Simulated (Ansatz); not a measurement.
```xyz
8
Lattice="4.8980 0.0000 0.0000 0.0000 4.8980 0.0000 0.0000 0.0000 4.8980" Properties=species:S:1:pos:R:3 pbc="T T T"
Ca    0.0000    0.0000    0.0000
Ca    2.4490    2.4490    0.0000
Ca    2.4490    0.0000    2.4490
Ca    0.0000    2.4490    2.4490
O     2.4490    0.0000    0.0000
O     0.0000    2.4490    0.0000
O     0.0000    0.0000    2.4490
O     2.4490    2.4490    2.4490
```

Space group Fm-3m; computed pressure about −7 GPa in this cell.

All numbers below come from Ansatz 0.2.0, DFT r2SCAN, scalar-relativistic, plane waves, PAW.

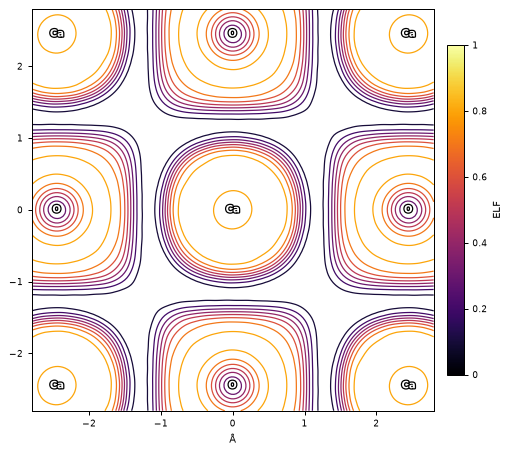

CaO. Electron localisation function on the (010) plane of the conventional cell.

In a PAW calculation such maps are meaningful between the atoms, not at the nuclei.

> Describe what can be read from this map.

- Atoms in the plane: Ca and O.
- Ca–O (2.45 Å): the ELF is about 0.10 at the midpoint; a closed-shell, largely ionic contact.
- The features right at Ca lie inside the PAW spheres, where the map follows smoothed inner orbitals and isn't to be read closely.

> Does the calculation make it a metal, or give it a gap?

It is gapped, with a Kohn–Sham gap of 4.2 eV on the k-point mesh (the band edges may lie off the mesh, which would make the gap smaller).
